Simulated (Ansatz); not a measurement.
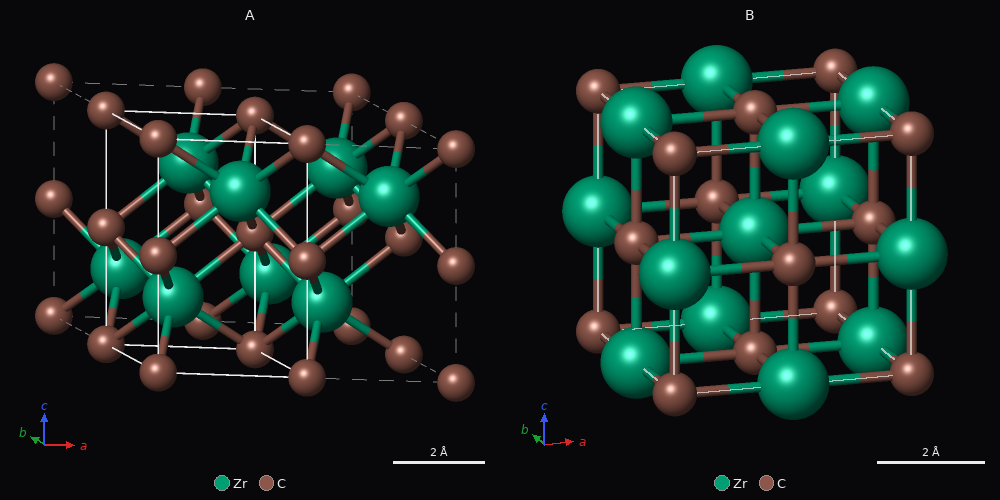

Two structures of ZrC, each relaxed (cell and atoms) at zero pressure; conventional cells in solid outline, small ones repeated, each panel with its own scale. Alike in all runs: Ansatz 0.2.0; functional PBEsol; potentials Ansatz PAW; cutoff 420 eV; occupations fermi-dirac, width 0.05 eV; no spin polarisation; no spin-orbit coupling. The k meshes have like spacings.

**Give the type and space group of each panel.**

A: anti-NiAs type, P6₃/mmc; B: rock salt (NaCl type), Fm-3m.

**Rank them by energy, lowest first.**

B, then A (+162 meV/atom), static energies at zero smearing.

**Collect the results in a table.**

| panel | space group | E − E(lowest) (meV/atom) | volume (Å³/atom) |
| --- | --- | --- | --- |
| B | Fm-3m | 0 | 12.7 |
| A | P6₃/mmc | 162 | 12.7 |

The starts are database entries or structure types tried for this composition, and the most stable form need not be among them.

Caveat: the plane-wave basis is chosen anew once the cell has moved, so the energies of steps on either side of that aren't comparable.
